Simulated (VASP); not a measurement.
BN (slab)

```yaml
crystal:
  lattice:
    - [2.50519, 0.00000, 0.00000]
    - [1.25009, 2.17100, 0.00000]
    - [0.00000, 0.00000, 26.00000]
  atoms:
    - { symbol: B, position: [0.49989, 0.49989, 0.50000] }
    - { symbol: N, position: [0.83341, 0.83341, 0.50000] }
```

Method: Kohn-Sham DFT of a periodic cell, PBE with D3(BJ), VASP PAW PBE potentials, recommended in VASP.

Question: Predict the valence pseudo-density and electron localisation function between the atoms.

Answer: B–N (1.45 Å): ρ at the midpoint is about 1.8 e/Å³; the ELF peaks at about 0.95 between the atoms (a polar covalent bond).

Question: Does the calculation give a band gap?

Answer: It is gapped, with a Kohn–Sham gap of 4.9 eV on the k-point mesh, an upper bound to the gap of this method.

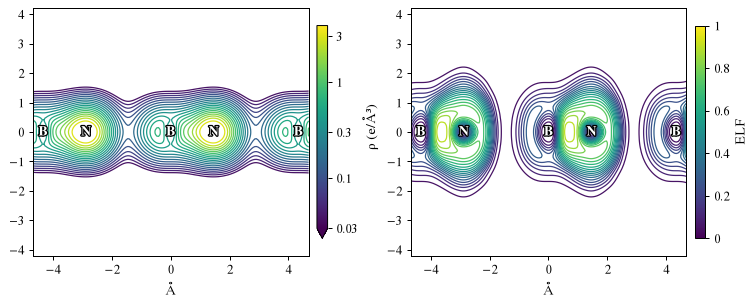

Computed valence pseudo-density and electron localisation function on the (11̄0) plane of the calculation cell, a cut from vacuum to vacuum, in this order. 
